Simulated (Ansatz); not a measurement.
**Single-point calculation of SnO**

SnO (P1, 4 atoms in the cell), computed with DFT PBE, scalar-relativistic, plane waves, PAW, no spin polarisation (Ansatz 0.2.0).

The structure derives from an entry of the Crystallography Open Database. It belongs to a series of runs on one base structure; here: all atoms moved at random (sigma 0.06 A a component), cell strained at random (sigma 0.05). Figures and captions count atoms from 1; the log counts them from 0 in places.

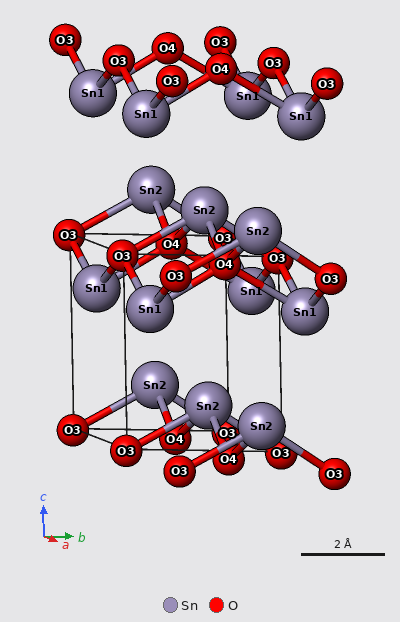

**Figure 1.** The input geometry (ball-and-stick view of the cell of the calculation, set on other vectors, repeated 2 × 1 × 2, seen slightly off an axis; atoms are numbered from 1 in the order of the input). An atom can appear more than once, as a periodic image.

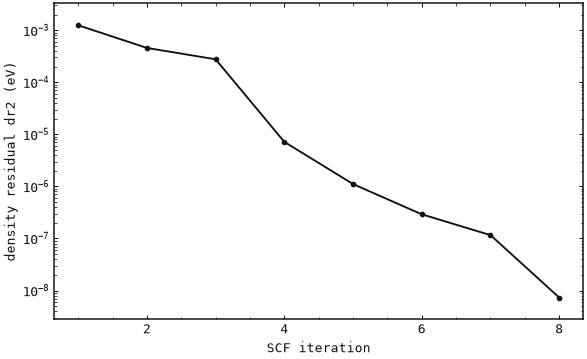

**Figure 2.** Convergence of the self-consistent field: density residual dr2 against the SCF iteration. The residual falls at every step.

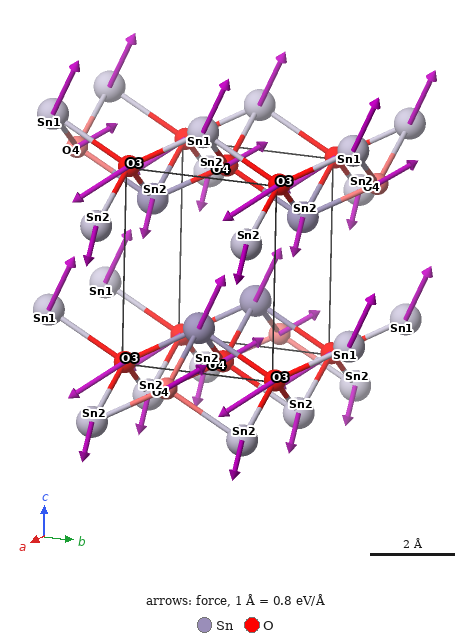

**Figure 3.** Forces on the atoms as pink arrows (ball-and-stick view of the cell of the calculation, seen slightly off an axis; neighbours outside the cell are drawn fainter; atoms are numbered from 1 in the order of the input). The largest act on O3 (1.31 eV/Å); Sn1 (1.26 eV/Å); O4 (0.97 eV/Å); Sn2 (0.81 eV/Å). The geometry is not a stationary point of this energy.

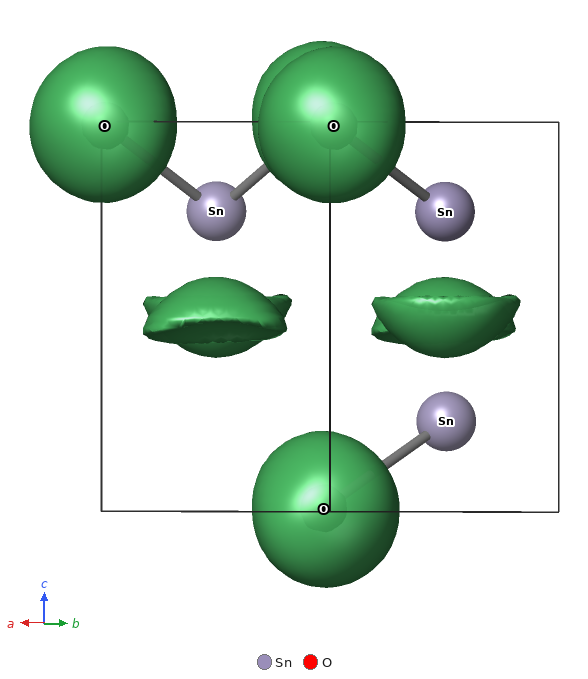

**Figure 4.** Isosurface of the electron localisation function at 0.6 (green), seen along [110]. Only the valence region is drawn (cores and ρ < 0.01 e/Å³ removed). Sticks mark near contacts. The outline is the cell set on symmetry axes. Values along the shortest contacts: Sn–O (2.09 Å): the ELF is about 0.20 at the midpoint. Sn–O (2.16 Å): the ELF is about 0.20 at the midpoint. The fields are those of the smooth PAW valence density.

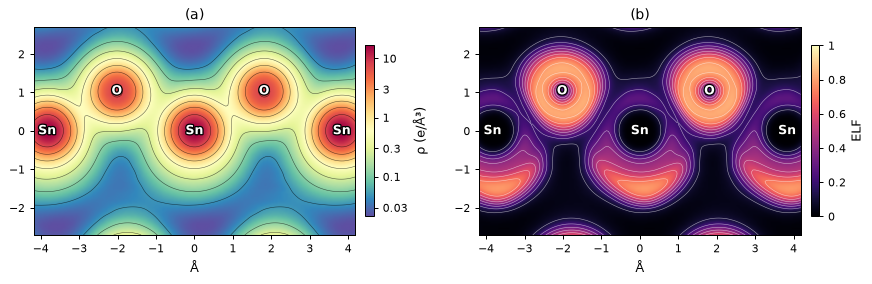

**Figure 5.** (a) valence pseudo-density; (b) ELF on the (010) plane of the conventional cell. The section cuts through Sn and O sites. Sn–O (2.09 Å): ρ is about 0.62 e/Å³ halfway; the ELF is about 0.20 at the midpoint. Sn–O (2.27 Å): the density is about 0.43 e/Å³ at the midpoint; the ELF is about 0.20 at the midpoint. Away from the nuclei the density in this plane falls to 0.02 e/Å³ at its lowest.

The input and output of the run follow.

### Input
```yaml
crystal:
  lattice:
    - [3.9783179831, -0.0032111047, -0.1193210823]
    - [-0.0032111047, 3.8305837189, -0.1081499416]
    - [-0.1517718974, -0.1375626296, 4.7230083294]
  atoms:
    - { symbol: Sn, position: [0.0036204292, 0.5065970561, 0.2297429704] }
    - { symbol: Sn, position: [0.4761268415, -0.0153336481, 0.7679017078] }
    - { symbol: O, position: [0.0001644192, 0.0172902613, 0.0103876904] }
    - { symbol: O, position: [0.5200883101, 0.4914463307, -0.0080323686] }
basis:
  ecutwfc: 420
kpoints:
  mp_grid: { grid: [12, 12, 10] }
hamiltonian:
  xc: pbe
scf:
  occupations: { method: gaussian, width: 0.15 }
output:
  forces: true
  stress: true
  eigenvalues: true
  write_density: true
  write_potential: true
  elf: true
  volumetric_format: npy
```

Command:
```bash
ansatz run input.yaml --threads 2 --pin off --max-ram 5120MiB --backend cpu --events-out ev --progress --plain --runs-dir out
```

### Log
```
Engine: ansatz 0.2.0, x86_64-unknown-linux-gnu
Pseudopotentials: kind: paw
Pseudopotential: Sn, paw, valence charge 14, recommended cutoff 420 eV (normal), Sn.paw.azcp
Pseudopotential: O, paw, valence charge 6, recommended cutoff 420 eV (normal), O.paw.azcp
Functional definition: PBE
  parameter kappa = 0.804
  parameter beta = 0.06672455060314922
  exchange = pbe_x(kappa = kappa, mu = beta*pi^2/3)
  correlation = pbe_c(beta = beta)
Crystal: 4 atoms, lattice volume = 71.847 Å³
Basis set: ecut = 420 eV, 1401 PW (Γ), exchange–correlation on 54×54×64 points (8 copies of the dense FFT grid, shifted against one another)
Bands: 24, of which v1, the nominal top of the filled ones, is band 20 counted from 1 (19 counted from 0)
Symmetry: 1 space group operations
Space group: P1 (ITA 1), of the structure as read, at distance tolerance 4.2e-5 Å
k-points: 724 of 1440 (time reversal used)
Non-local potential: Sn, projectors of the file, l = 0: 2, l = 1: 2, l = 2: 2, l = 3: 2
Non-local potential: O, projectors of the file, l = 0: 2, l = 1: 2, l = 2: 1
PAW form: soft (Blöchl's): semilocal exchange-correlation on the pseudo side does not see the compensation charge
PAW one-centre angular grid: Sn, 590 points (default); XC on 64 Gauss nodes
PAW one-centre angular grid: O, 110 points (default); XC on 64 Gauss nodes
Initial density: superposition of atomic densities (neutral atoms: chi_scale 0, normalization atom), corrected by the library's trained network
Initial wavefunctions: pseudopotential atomic-orbital guess
Functional: x = pbe(κ = 0.804, μ = 0.2195149727645171), c = pbe(β = 0.06672455060314922)
SCF iter   1: F=—  HF=-13183.156066 eV  |F-HF|=—  |Δ(HF+E_count)|=         —  Δρ=1.77e-3  dr2=1.25e-3  ethr=1.77e-3  ⟨swp⟩=5.6  Hψ=77478  notcnv=0
preconditioner: auto → Resta (q_TF=auto, 2.475 Å⁻¹)  ε∞=3.4  [insulator: Δε(μ)=0.444 eV  Ē_g=18.021 eV  σ=0.150 eV  W_gap=0.95  n_scr=18 (ndim 8)  ℏωp=27.7 eV  f_vac=0.018  D(μ)=0.00/eV (n_scr^D=0)  ε∞_Penn≈3.4]
SCF iter   2: F=—  HF=-13183.156284 eV  |F-HF|=—  |Δ(HF+E_count)|=   2.18e-4  Δρ=9.62e-4  dr2=4.58e-4  ethr=3.12e-6  ⟨swp⟩=2.4  Hψ=38303  notcnv=0
SCF iter   3: F=—  HF=-13183.156768 eV  |F-HF|=—  |Δ(HF+E_count)|=   4.84e-4  Δρ=6.67e-4  dr2=2.77e-4  ethr=1.15e-6  ⟨swp⟩=3.0  Hψ=33261  notcnv=0
SCF iter   4: F=—  HF=-13183.156721 eV  |F-HF|=—  |Δ(HF+E_count)|=   4.74e-5  Δρ=1.09e-4  dr2=7.17e-6  ethr=6.92e-7  ⟨swp⟩=2.0  Hψ=22621  notcnv=0
SCF iter   5: F=—  HF=-13183.156732 eV  |F-HF|=—  |Δ(HF+E_count)|=   1.13e-5  Δρ=3.90e-5  dr2=1.11e-6  ethr=1.79e-8  ⟨swp⟩=3.0  Hψ=33260  notcnv=0
SCF iter   6: F=—  HF=-13183.156733 eV  |F-HF|=—  |Δ(HF+E_count)|=   1.06e-6  Δρ=2.16e-5  dr2=2.91e-7  ethr=2.77e-9  ⟨swp⟩=2.0  Hψ=23168  notcnv=0
SCF iter   7: F=—  HF=-13183.156733 eV  |F-HF|=—  |Δ(HF+E_count)|=   2.64e-8  Δρ=1.37e-5  dr2=1.16e-7  ethr=2.50e-10  ⟨swp⟩=10.4  Hψ=115877  notcnv=0
SCF iter   8: F=-13183.156733 eV  HF=-13183.156733 eV  |F-HF|=1.79e-9  |Δ(HF+E_count)|=  1.24e-10  Δρ=3.40e-6  dr2=7.31e-9  ethr=2.50e-10  ⟨swp⟩=9.3  Hψ=105870  notcnv=0
SCF 1 converged in 8 iterations: F = -13183.156733 eV  dr2 = 7.31e-9
  greatest PAW one-centre occupation: 0.994 electrons in one spin orbital (limit 2), on the Sn atom at site 0 (counted from 0), in its partial waves of l = 2
SCF converged after 8 iterations
Free energy (F): -13183.156733 eV
Harris-Foulkes:  -13183.156733 eV  (|F-HF|=1.79e-9)
Internal energy: -13183.156683 eV  (E = F + TS)
E sigma→0 (E₀):  -13183.156708 eV
Entropy (-TS):   -0.000050 eV (-0.013 meV/atom)
Fermi energy:    9.741766 eV
--- Per-component energies (eV) ---
  E_band       = -197.948684
  E_kinetic    = 724.503505
  E_local      = -2729.781082  (includes V_loc(G=0)·N_el)
  E_nonlocal   = 32.139051
  E_hartree    = 1468.770440
  E_xc         = -913.223061
  E_vxc        = -380.908242  (∫ρ·V_xc dr)
  E_paw        = -8588.715784  (= ΣΔE_a)
  E_vpaw       = -781.448152  (= ΣTr[D̂ρ^β])
  E_aug_tail   = 0.004820  (compensation charges beyond the density's cutoff)
  E_ewald      = -3176.854572
  E_smearing   = -0.000050  (= −TS)
  E_closure    = 0.000000  (closes the sum)
  Σ components = -13183.156733   (vs F -13183.156733, Δ=0.00e0)
--- Forces (eV/Å), atoms counted from 1 ---
  atom   1  Sn     0.20288740     0.55140863     1.11926979
  atom   2  Sn     0.11143753    -0.12816871    -0.78698096
  atom   3  O      0.32141966    -1.01594664    -0.75505088
  atom   4  O     -0.63575107     0.59269547     0.42276997
  max |Σ_I F_I| component: 1.12e-5 eV/Å
--- Stress (GPa, compression-positive) ---
        0.911188       0.307785       2.217690
        0.307785       6.490076       3.010412
        2.217691       3.010413       6.064178
  P = ⅓ Tr σ = 4.4885 GPa (44.885 kbar)
--- Band table (eV; the first three rows and the last of 724) ---
  k-point 0: bands = ["-12.4219", "-12.0100", "-11.9477", "-11.9356", "-11.9059", "-11.8995", "-11.8630", "-11.8423", "-11.8253", "-11.7879", "-10.4216", "-7.9828", "2.2759", "3.1039", "3.3294", "3.4342", "5.9803", "6.1444", "6.4664", "9.3583", "11.4282", "13.6924", "14.1755", "14.7028"]
  k-point 1: bands = ["-12.4204", "-12.0097", "-11.9458", "-11.9358", "-11.9051", "-11.8980", "-11.8640", "-11.8431", "-11.8274", "-11.7904", "-10.4178", "-7.9829", "1.9465", "3.2535", "3.3418", "3.7126", "5.9780", "6.1384", "6.4658", "9.3133", "11.2937", "13.4372", "14.0011", "14.4054"]
  k-point 2: bands = ["-12.4163", "-12.0090", "-11.9405", "-11.9357", "-11.9027", "-11.8941", "-11.8667", "-11.8453", "-11.8332", "-11.7972", "-10.4077", "-7.9833", "1.4702", "3.3164", "3.3702", "4.4186", "5.9725", "6.1239", "6.4646", "9.1295", "11.0328", "12.9604", "13.6538", "14.0430"]
  k-point 723: bands = ["-12.2985", "-12.2918", "-11.9104", "-11.8963", "-11.8924", "-11.8830", "-11.8502", "-11.8464", "-11.8322", "-11.8032", "-8.9051", "-8.8392", "0.6329", "0.6858", "4.2013", "4.2241", "6.7249", "6.7822", "7.0690", "7.2040", "12.2131", "12.3108", "13.2871", "13.7815"]
```

### Key numbers

- outcome: converged
- space group (tolerance 0.01 Å): P1 (1)
- electrons treated: 40
- free energy: −13183.1567 eV
- Fermi energy: 9.742 eV
- gap on the k-point mesh: 0.44 eV
- pressure: 4.49 GPa
- largest force (length of the vector): 1.306 eV/Å
- hardware: 2 threads of Intel Xeon @ 2.50GHz (Skylake/Cascade Lake), 189 GiB of memory available, shared host
- wall time: 2.8 min (CPU time 5.4 min)
- peak memory: 1.3 GiB
